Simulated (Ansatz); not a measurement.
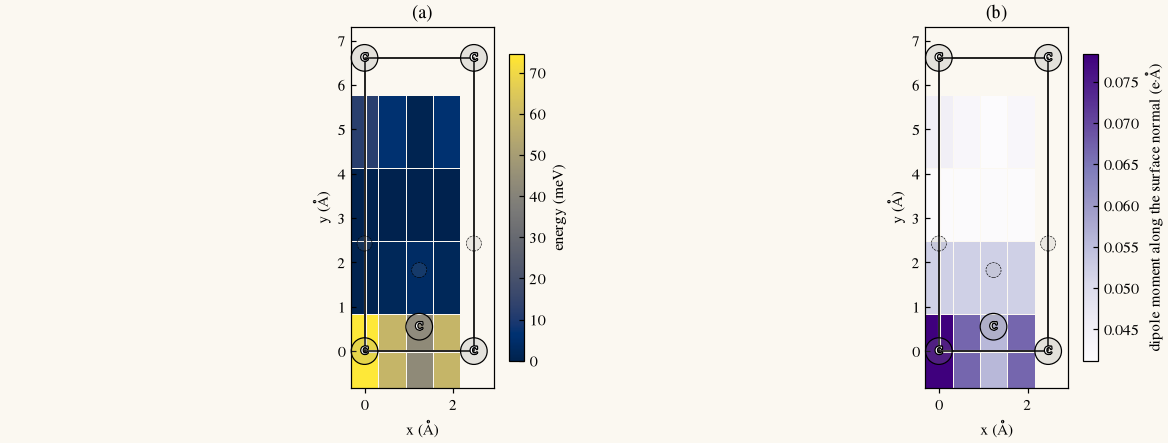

CO on a C(101) slab cut from the C2/m phase, its upper half relaxed before the scan (20 atoms of substrate and one adsorbate in a 2 × 1 cell). CO (O end down) is moved over the surface cell at a fixed height above a rigid substrate; the origin of the map has the adsorbate above C19; the height is held at 2.70 Å. Places are given modulo a cell vector. The map is drawn in real space over the plane of the surface. The grid has 4 × 4 points; 12 points were computed and 4 follow by symmetry. Places are given in fractions of the 1 × 1 surface cell. Energies: meV, counted from the lowest grid point. At a fixed height the lowest place need not be the adsorption site. These are results of Ansatz 0.2.0, DFT PBE+D3(BJ), scalar-relativistic, plane waves, PAW, not measurements. Settings: cutoff 420 eV, k-mesh 6×4×1, gaussian smearing 0.05 eV, no spin polarisation.

Panel (a) is the energy; panel (b) is the computed dipole moment along the surface normal, in e·Å.

In the figure: one coloured cell a grid point, labelled circles for the atoms of the top layer and small ones for the second layer, the outline of one cell of the plane.

> How does the dipole moment along the surface normal vary over the map, and what is it at the lowest grid point?

It runs from 0.04 e·Å at (2/4, 3/4) of the cell vectors to 0.08 e·Å at the top site over a surface C atom, (0/4, 0/4) of the cell vectors. At the lowest grid point, (0/4, 2/4) of the cell vectors, it is 0.04 e·Å.

```csv
"second ↓, first →",0/4,1/4,2/4,3/4
3/4,0.05,0.04,0.04,0.04
2/4,0.04,0.04,0.04,0.04
1/4,0.05,0.05,0.05,0.05
0/4,0.08,0.07,0.06,0.07
```

PAW datasets: the set soft_1.
